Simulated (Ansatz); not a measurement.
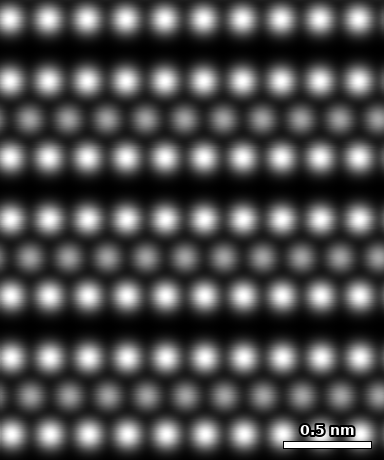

Z-contrast image of a crystal. Simulated incoherent Z contrast: every atom adds Z^1.7 spread by a probe of 1.11 Å full width; channelling and multiple scattering are left out. The display is stretched by a gamma of 0.65; percentages refer to the linear signal. A slight drift was added.

What two-dimensional lattice does the image show, and how large is its cell?

Answer. The pattern repeats on a rectangular net of 2.3 × 8.1 Å.

Which plane group does this projection have?

Answer. p2mm: mirror lines in two perpendicular directions, with twofold points where they cross.

How many columns does the smallest repeating cell hold, and how many levels of brightness?

Answer. 3 columns in the primitive cell of 18.3 Å², with 2 levels of brightness (about 100, 50 % of the brightest, counted from the darkest point).

The crystal is Cl (Cmmm, No. 65) seen along [010]. Structure: the geometry relaxed with DFT PBE, scalar-relativistic, plane waves, PAW (Ansatz 0.2.0); the starting structure was generated, so it need not be a known form of this composition.
